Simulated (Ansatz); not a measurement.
**Run report: Ge, geometry relaxation (part 1 of 2)**

Ge (I4₁/amd, 2 atoms in the cell), computed with DFT, LDA, plane waves, PAW, Ueff = 20 eV on Ge p, no spin polarisation (Ansatz 0.2.0).

The structure derives from a Materials Project entry. Some settings of this run were made unusual or wrong on purpose.

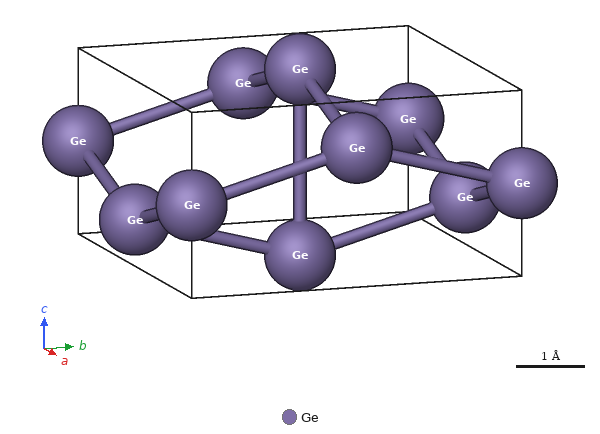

Figure 1. The structure as given in the input (ball-and-stick view of the cell 2 times as large as that of the calculation, set on its symmetry axes, seen slightly off an axis). An atom can appear more than once, as a periodic image. Near neighbours in the periodic cell (some may lie outside the picture): Ge has 6 Ge at 2.67 to 2.79 Å.

### The input
```yaml
crystal:
  lattice:
    - [-2.574489719, 2.574489719, 1.3974126432]
    - [2.574489719, -2.574489719, 1.3974126432]
    - [2.574489719, 2.574489719, -1.3974126432]
  atoms:
    - { symbol: Ge, position: [0.25, 0.75, 0.5] }
    - { symbol: Ge, position: [0.5, 0.5, 0.0] }
basis:
  ecutwfc: 420
kpoints:
  mp_grid: { grid: [16, 16, 16] }
hamiltonian:
  xc: lda
  hubbard: { sites: [{ species: Ge, l: p, u_eff: 20.0 }] }
scf:
  occupations: { method: gaussian, width: 0.1 }
  max_iter: 50
output:
  forces: true
  eigenvalues: true
  stress: true
relax:
  adjacent_minimum: "off"
  f_tol: 0.005
  max_steps: 80
  cell: { stress_tol: 0.05 }
```

Run on 2 threads of Arm Neoverse V1, 24 GiB of memory available, shared host.

Run as:
```bash
ansatz run input.yaml --threads 2 --pin off --max-ram 5120MiB --backend cpu --events-out ev --progress --plain --runs-dir out
```

### Log
```
The last accepted step is kept in [file] (removed where the run ends without a failure and the disk answers)
Ge: projections on atomic orbitals take those of the free atom [Ar] 3d10 4s2 4p2, of charge +0.00 (hamiltonian.pseudopotentials.projection_atoms); the dataset's partial waves leave at most 1.2e-6 of an orbital's norm unspanned inside its sphere
Engine: ansatz 0.2.0, aarch64-unknown-linux-gnu
Pseudopotentials: kind: paw
Pseudopotential: Ge, paw, valence charge 14, recommended cutoff 420 eV (normal), Ge.paw.azcp
Functional definition: SPW92
  exchange = slater_x
  correlation = pw_c
Crystal: 2 atoms, lattice volume = 37.048 Å³
Basis set: ecut = 420 eV, 733 PW (Γ)
Bands: 18, of which v1, the nominal top of the filled ones, is band 14 counted from 1 (13 counted from 0)
Symmetry: 16 space group operations
Space group: I41/amd (ITA 141), of the structure as read, at distance tolerance 3.3e-5 Å
k-points: 349 of 4096
Non-local potential: Ge, projectors of the file, l = 0: 2, l = 1: 2, l = 2: 3, l = 3: 1
PAW form: soft (Blöchl's): semilocal exchange-correlation on the pseudo side does not see the compensation charge
PAW frozen core: Ge, regenerated for the run's functional, and the local potential with it (the file was generated under x = pbe(κ = 0.804, μ = 0.2195149727645171), c = pbe(β = 0.06672455060314922))
PAW one-centre angular grid: Ge, 590 points (default); XC on 64 Gauss nodes
Initial density: superposition of atomic densities (chi_scale 0.1, normalization cell)
Initial wavefunctions: pseudopotential atomic-orbital guess
Functional: x = slater, c = lda
iter 1 solved again at ethr=1.43e-4 eV; its pass at ethr=3.10e-3 eV (dr2=4.02e-2 eV) is discarded
SCF iter   1: F=—  HF=-8402.139093 eV  |F-HF|=—  |Δ(HF+E_count)|=         —  Δρ=1.28e-2  dr2=4.11e-2  ethr=1.43e-4  ⟨swp⟩=1.0  Hψ=34972  notcnv=0
preconditioner: auto → Kerker (q_TF=auto, 2.604 Å⁻¹)  [metal: Δε(μ)=0.009 eV  Ē_g=25.101 eV  σ=0.100 eV  W_gap=0.05  n_scr=16 (ndim 8)  ℏωp=32.3 eV  f_vac=0.000  D(μ)=0.81/eV (n_scr^D=4)]
SCF iter   2: F=—  HF=-8402.298612 eV  |F-HF|=—  |Δ(HF+E_count)|=   1.60e-1  Δρ=8.38e-3  dr2=2.00e-2  ethr=1.43e-4  ⟨swp⟩=2.3  Hψ=9682  notcnv=0  defer=1
SCF iter   3: F=—  HF=-8402.409713 eV  |F-HF|=—  |Δ(HF+E_count)|=   1.11e-1  Δρ=4.20e-3  dr2=7.18e-3  ethr=7.15e-5  ⟨swp⟩=2.4  Hψ=11620  notcnv=0  defer=8
SCF iter   4: F=—  HF=-8402.442600 eV  |F-HF|=—  |Δ(HF+E_count)|=   3.29e-2  Δρ=4.87e-3  dr2=1.10e-2  ethr=2.56e-5  ⟨swp⟩=2.1  Hψ=12162  notcnv=0  defer=9
SCF iter   5: F=—  HF=-8402.487893 eV  |F-HF|=—  |Δ(HF+E_count)|=   4.53e-2  Δρ=5.92e-3  dr2=1.71e-2  ethr=2.56e-5  ⟨swp⟩=2.0  Hψ=8748  notcnv=0  defer=9
SCF iter   6: F=—  HF=-8402.421942 eV  |F-HF|=—  |Δ(HF+E_count)|=   6.60e-2  Δρ=4.12e-3  dr2=8.02e-3  ethr=2.56e-5  ⟨swp⟩=2.1  Hψ=9568  notcnv=0  defer=7
SCF iter   7: F=—  HF=-8402.355147 eV  |F-HF|=—  |Δ(HF+E_count)|=   6.68e-2  Δρ=1.16e-3  dr2=5.24e-4  ethr=2.56e-5  ⟨swp⟩=2.6  Hψ=11236  notcnv=0  defer=18
SCF iter   8: F=—  HF=-8402.352711 eV  |F-HF|=—  |Δ(HF+E_count)|=   2.44e-3  Δρ=1.03e-3  dr2=3.49e-4  ethr=1.87e-6  ⟨swp⟩=1.7  Hψ=8395  notcnv=0  defer=19
SCF iter   9: F=—  HF=-8402.351922 eV  |F-HF|=—  |Δ(HF+E_count)|=   7.88e-4  Δρ=9.73e-4  dr2=3.02e-4  ethr=1.24e-6  ⟨swp⟩=1.8  Hψ=6911  notcnv=0  defer=19
SCF iter  10: F=—  HF=-8402.350762 eV  |F-HF|=—  |Δ(HF+E_count)|=   1.16e-3  Δρ=6.79e-4  dr2=1.21e-4  ethr=1.08e-6  ⟨swp⟩=2.8  Hψ=12199  notcnv=0  defer=19
SCF iter  11: F=—  HF=-8402.351466 eV  |F-HF|=—  |Δ(HF+E_count)|=   7.04e-4  Δρ=4.69e-4  dr2=8.01e-5  ethr=4.31e-7  ⟨swp⟩=2.0  Hψ=8548  notcnv=0  defer=20
SCF iter  12: F=—  HF=-8402.350501 eV  |F-HF|=—  |Δ(HF+E_count)|=   9.64e-4  Δρ=9.76e-5  dr2=3.70e-6  ethr=2.86e-7  ⟨swp⟩=2.5  Hψ=11096  notcnv=0  defer=21
SCF iter  13: F=—  HF=-8402.350408 eV  |F-HF|=—  |Δ(HF+E_count)|=   9.31e-5  Δρ=4.83e-5  dr2=7.75e-7  ethr=1.32e-8  ⟨swp⟩=2.8  Hψ=12231  notcnv=0  defer=20
SCF iter  14: F=—  HF=-8402.350406 eV  |F-HF|=—  |Δ(HF+E_count)|=   2.34e-6  Δρ=1.79e-5  dr2=1.15e-7  ethr=2.77e-9  ⟨swp⟩=2.0  Hψ=11243  notcnv=0  defer=20
SCF iter  15: F=-8402.350404 eV  HF=-8402.350404 eV  |F-HF|=2.78e-9  |Δ(HF+E_count)|=   1.58e-6  Δρ=2.79e-6  dr2=2.55e-9  ethr=3.57e-10  ⟨swp⟩=6.2  Hψ=25845  notcnv=0
The SCF converged. Along the directions that its mixing steps explored, a Ritz value of the dielectric operator 1 − χ₀K read negative at each of the last 4 readings (its real part and the size of its imaginary part sum to between -1.2 and -0.37).
SCF 1 converged in 15 iterations: F = -8402.350404 eV  dr2 = 2.55e-9
  greatest PAW one-centre occupation: 0.998 electrons in one spin orbital (limit 2), on the Ge atom at site 1 (counted from 0), in its partial waves of l = 2
relax step   1: F+E_penalty+E_count = -8402.35040408 eV  Δ(F+E_penalty+E_count) = +0.000e0 eV  max|allowed force component| = 3.469e-18 eV/Å  Δτ_max = 0.0000 Å  P = +9.529 GPa  Ω = 37.048 Å³  (15 SCF iters, dr2 threshold 1.00e-7 eV, accepted)
Crystal: 2 atoms, lattice volume = 42.267 Å³
Basis set: ecut = 420 eV, 805 PW (Γ)
Initial density: handed on by an earlier stage of this run
Initial wavefunctions: those handed on with the density
iter 1 solved again at ethr=1.80e-5 eV; its pass at ethr=3.10e-3 eV (dr2=5.04e-3 eV) is discarded
SCF iter   1: F=—  HF=-8402.500773 eV  |F-HF|=—  |Δ(HF+E_count)|=         —  Δρ=3.77e-3  dr2=5.16e-3  ethr=1.80e-5  ⟨swp⟩=2.5  Hψ=39318  notcnv=0
preconditioner: auto → Kerker (q_TF=auto, 2.547 Å⁻¹)  [metal: Δε(μ)=0.020 eV  Ē_g=24.318 eV  σ=0.100 eV  W_gap=0.11  n_scr=16 (ndim 8)  ℏωp=30.2 eV  f_vac=0.000  D(μ)=1.24/eV (n_scr^D=4)]
SCF iter   2: F=—  HF=-8402.518096 eV  |F-HF|=—  |Δ(HF+E_count)|=   1.73e-2  Δρ=3.20e-3  dr2=4.12e-3  ethr=1.80e-5  ⟨swp⟩=1.6  Hψ=6793  notcnv=0
SCF iter   3: F=—  HF=-8402.547970 eV  |F-HF|=—  |Δ(HF+E_count)|=   2.99e-2  Δρ=3.88e-3  dr2=7.96e-3  ethr=1.47e-5  ⟨swp⟩=2.0  Hψ=8326  notcnv=0
SCF iter   4: F=—  HF=-8402.560445 eV  |F-HF|=—  |Δ(HF+E_count)|=   1.25e-2  Δρ=4.21e-3  dr2=1.01e-2  ethr=1.47e-5  ⟨swp⟩=1.2  Hψ=8180  notcnv=0
SCF iter   5: F=—  HF=-8402.546635 eV  |F-HF|=—  |Δ(HF+E_count)|=   1.38e-2  Δρ=4.16e-3  dr2=8.69e-3  ethr=1.47e-5  ⟨swp⟩=2.3  Hψ=10955  notcnv=0  defer=3
SCF iter   6: F=—  HF=-8402.519796 eV  |F-HF|=—  |Δ(HF+E_count)|=   2.68e-2  Δρ=2.13e-3  dr2=2.18e-3  ethr=1.47e-5  ⟨swp⟩=2.1  Hψ=11266  notcnv=0  defer=5
SCF iter   7: F=—  HF=-8402.508211 eV  |F-HF|=—  |Δ(HF+E_count)|=   1.16e-2  Δρ=6.11e-4  dr2=1.07e-4  ethr=7.79e-6  ⟨swp⟩=2.6  Hψ=11496  notcnv=0  defer=6
SCF iter   8: F=—  HF=-8402.507566 eV  |F-HF|=—  |Δ(HF+E_count)|=   6.45e-4  Δρ=1.60e-4  dr2=1.01e-5  ethr=3.81e-7  ⟨swp⟩=2.1  Hψ=12099  notcnv=0  defer=4
SCF iter   9: F=—  HF=-8402.507434 eV  |F-HF|=—  |Δ(HF+E_count)|=   1.31e-4  Δρ=8.96e-5  dr2=3.15e-6  ethr=3.60e-8  ⟨swp⟩=2.1  Hψ=7735  notcnv=0  defer=4
SCF iter  10: F=—  HF=-8402.507358 eV  |F-HF|=—  |Δ(HF+E_count)|=   7.59e-5  Δρ=1.60e-5  dr2=1.19e-7  ethr=1.13e-8  ⟨swp⟩=2.9  Hψ=11983  notcnv=0  defer=5
SCF iter  11: F=—  HF=-8402.507356 eV  |F-HF|=—  |Δ(HF+E_count)|=   2.10e-6  Δρ=1.79e-6  dr2=1.18e-9  ethr=4.26e-10  ⟨swp⟩=2.6  Hψ=11315  notcnv=0  defer=9
SCF iter  12: F=—  HF=-8402.507356 eV  |F-HF|=—  |Δ(HF+E_count)|=   2.07e-8  Δρ=3.87e-7  dr2=6.81e-11  ethr=4.22e-12  ⟨swp⟩=3.1  Hψ=12372  notcnv=0  defer=9
SCF iter  13: F=-8402.507356 eV  HF=-8402.507356 eV  |F-HF|=1.82e-12  |Δ(HF+E_count)|=  2.55e-11  Δρ=6.98e-8  dr2=1.82e-12  ethr=1.00e-12  ⟨swp⟩=5.5  Hψ=24610  notcnv=0
the search or the solves at the SCF's close seem to have found levels that the self-consistency loop had missed (the run counts 2). By its estimate they hold under 1e-12 electrons; where the run keeps them, the occupations were computed again with them
The SCF converged. Along the directions that its mixing steps explored, a Ritz value of the dielectric operator 1 − χ₀K read negative at each of the last 4 readings (its real part and the size of its imaginary part sum to between -0.59 and -0.14).
SCF 2 converged in 13 iterations: F = -8402.507356 eV  dr2 = 1.82e-12
relax step   2: F+E_penalty+E_count = -8402.50735620 eV  Δ(F+E_penalty+E_count) = -1.570e-1 eV  max|allowed force component| = 2.602e-18 eV/Å  Δτ_max = 0.0000 Å  P = +0.651 GPa  Ω = 42.267 Å³  energy of the carried Pulay correction = -9.499e-4 eV  (13 SCF iters, accepted)
Crystal: 2 atoms, lattice volume = 42.708 Å³
Basis set: ecut = 420 eV, 829 PW (Γ)
iter 1 solved again at ethr=1.30e-6 eV; its pass at ethr=3.10e-3 eV (dr2=3.63e-4 eV) is discarded
SCF iter   1: F=—  HF=-8402.512099 eV  |F-HF|=—  |Δ(HF+E_count)|=         —  Δρ=8.37e-4  dr2=3.66e-4  ethr=1.30e-6  ⟨swp⟩=2.0  Hψ=36801  notcnv=0
preconditioner: auto → Kerker (q_TF=auto, 2.543 Å⁻¹)  [metal: Δε(μ)=0.013 eV  Ē_g=24.390 eV  σ=0.100 eV  W_gap=0.07  n_scr=16 (ndim 8)  ℏωp=30.1 eV  f_vac=0.000  D(μ)=1.22/eV (n_scr^D=4)]
SCF iter   2: F=—  HF=-8402.512690 eV  |F-HF|=—  |Δ(HF+E_count)|=   5.91e-4  Δρ=8.64e-4  dr2=4.20e-4  ethr=1.30e-6  ⟨swp⟩=1.6  Hψ=6581  notcnv=0
SCF iter   3: F=—  HF=-8402.512706 eV  |F-HF|=—  |Δ(HF+E_count)|=   1.60e-5  Δρ=8.37e-4  dr2=3.99e-4  ethr=1.30e-6  ⟨swp⟩=1.0  Hψ=6282  notcnv=0
SCF iter   4: F=—  HF=-8402.512289 eV  |F-HF|=—  |Δ(HF+E_count)|=   4.17e-4  Δρ=6.63e-4  dr2=2.54e-4  ethr=1.30e-6  ⟨swp⟩=1.3  Hψ=6420  notcnv=0
SCF iter   5: F=—  HF=-8402.511408 eV  |F-HF|=—  |Δ(HF+E_count)|=   8.81e-4  Δρ=1.66e-4  dr2=1.50e-5  ethr=9.08e-7  ⟨swp⟩=2.1  Hψ=7596  notcnv=0
SCF iter   6: F=—  HF=-8402.511343 eV  |F-HF|=—  |Δ(HF+E_count)|=   6.50e-5  Δρ=4.90e-5  dr2=5.50e-7  ethr=5.34e-8  ⟨swp⟩=2.1  Hψ=11258  notcnv=0
SCF iter   7: F=—  HF=-8402.511342 eV  |F-HF|=—  |Δ(HF+E_count)|=   1.38e-6  Δρ=1.18e-5  dr2=3.40e-8  ethr=1.96e-9  ⟨swp⟩=2.0  Hψ=11229  notcnv=0
SCF iter   8: F=—  HF=-8402.511342 eV  |F-HF|=—  |Δ(HF+E_count)|=   1.33e-8  Δρ=1.84e-6  dr2=1.43e-9  ethr=1.21e-10  ⟨swp⟩=2.0  Hψ=7696  notcnv=0
SCF iter   9: F=—  HF=-8402.511342 eV  |F-HF|=—  |Δ(HF+E_count)|=  9.28e-10  Δρ=4.03e-7  dr2=5.24e-11  ethr=5.09e-12  ⟨swp⟩=2.0  Hψ=11190  notcnv=0
SCF iter  10: F=-8402.511342 eV  HF=-8402.511342 eV  |F-HF|=3.64e-12  |Δ(HF+E_count)|=  7.28e-12  Δρ=6.09e-8  dr2=1.47e-12  ethr=1.00e-12  ⟨swp⟩=5.0  Hψ=23891  notcnv=0
the search or the solves at the SCF's close seem to have found levels that the self-consistency loop had missed (the run counts 1). By its estimate they hold under 1e-12 electrons; where the run keeps them, the occupations were computed again with them
at k=87 the final solves saw a level below the highest band solved there and did not take it into the band table (ε = 17.1471 eV); see output.eigenvalues in the input reference. By the run's occupations it would hold under 1e-12 electrons
The SCF converged. Along the directions that its mixing steps explored, a Ritz value of the dielectric operator 1 − χ₀K read negative at each of the last 4 readings (its real part and the size of its imaginary part sum to between -0.61 and -0.60).
SCF 3 converged in 10 iterations: F = -8402.511342 eV  dr2 = 1.47e-12
relax step   3: F+E_penalty+E_count = -8402.51134199 eV  Δ(F+E_penalty+E_count) = -3.986e-3 eV  max|allowed force component| = 2.082e-17 eV/Å  Δτ_max = 0.0000 Å  P = +0.078 GPa  Ω = 42.708 Å³  energy of the carried Pulay correction = -1.017e-3 eV  (10 SCF iters, accepted)
Crystal: 2 atoms, lattice volume = 42.771 Å³
iter 1 solved again at ethr=5.84e-8 eV; its pass at ethr=3.10e-3 eV (dr2=1.64e-5 eV) is discarded
SCF iter   1: F=—  HF=-8402.511488 eV  |F-HF|=—  |Δ(HF+E_count)|=         —  Δρ=1.83e-4  dr2=1.79e-5  ethr=5.84e-8  ⟨swp⟩=3.2  Hψ=36716  notcnv=0
preconditioner: auto → Kerker (q_TF=auto, 2.542 Å⁻¹)  [metal: Δε(μ)=0.002 eV  Ē_g=24.401 eV  σ=0.100 eV  W_gap=0.01  n_scr=16 (ndim 8)  ℏωp=30.0 eV  f_vac=0.000  D(μ)=1.17/eV (n_scr^D=4)]
SCF iter   2: F=—  HF=-8402.511516 eV  |F-HF|=—  |Δ(HF+E_count)|=   2.81e-5  Δρ=1.94e-4  dr2=2.16e-5  ethr=5.84e-8  ⟨swp⟩=1.6  Hψ=6610  notcnv=0
SCF iter   3: F=—  HF=-8402.511466 eV  |F-HF|=—  |Δ(HF+E_count)|=   5.00e-5  Δρ=1.34e-4  dr2=9.50e-6  ethr=5.84e-8  ⟨swp⟩=2.0  Hψ=7523  notcnv=0
SCF iter   4: F=—  HF=-8402.511448 eV  |F-HF|=—  |Δ(HF+E_count)|=   1.77e-5  Δρ=3.05e-5  dr2=3.78e-7  ethr=3.39e-8  ⟨swp⟩=2.0  Hψ=7328  notcnv=0
SCF iter   5: F=—  HF=-8402.511448 eV  |F-HF|=—  |Δ(HF+E_count)|=   3.03e-7  Δρ=9.09e-6  dr2=3.40e-8  ethr=1.35e-9  ⟨swp⟩=2.1  Hψ=11236  notcnv=0
SCF iter   6: F=—  HF=-8402.511448 eV  |F-HF|=—  |Δ(HF+E_count)|=   1.81e-7  Δρ=2.83e-6  dr2=4.02e-9  ethr=1.21e-10  ⟨swp⟩=2.1  Hψ=11229  notcnv=0
SCF iter   7: F=—  HF=-8402.511448 eV  |F-HF|=—  |Δ(HF+E_count)|=   2.84e-8  Δρ=5.08e-7  dr2=1.32e-10  ethr=1.44e-11  ⟨swp⟩=3.1  Hψ=12154  notcnv=0
SCF iter   8: F=-8402.511448 eV  HF=-8402.511448 eV  |F-HF|=0.00e0  |Δ(HF+E_count)|=  6.68e-10  Δρ=6.11e-8  dr2=1.76e-12  ethr=1.00e-12  ⟨swp⟩=6.1  Hψ=28606  notcnv=0
the search or the solves at the SCF's close seem to have found levels that the self-consistency loop had missed (the run counts 1). By its estimate they hold under 1e-12 electrons; where the run keeps them, the occupations were computed again with them
The SCF converged. Along the directions that its mixing steps explored, a Ritz value of the dielectric operator 1 − χ₀K read negative at each of the last 4 readings (its real part and the size of its imaginary part sum to between -0.61 and -0.60).
SCF 4 converged in 8 iterations: F = -8402.511448 eV  dr2 = 1.76e-12
relax step   4: F+E_penalty+E_count = -8402.51144784 eV  Δ(F+E_penalty+E_count) = -1.059e-4 eV  max|allowed force component| = 6.939e-18 eV/Å  Δτ_max = 0.0000 Å  P = +0.003 GPa  Ω = 42.771 Å³  energy of the carried Pulay correction = -1.026e-3 eV  (8 SCF iters, accepted)
Initial wavefunctions: pseudopotential atomic-orbital guess (no wavefunctions were taken with the density)
iter 1 solved again at ethr=4.52e-7 eV; its pass at ethr=3.10e-3 eV (dr2=1.27e-4 eV) is discarded
```
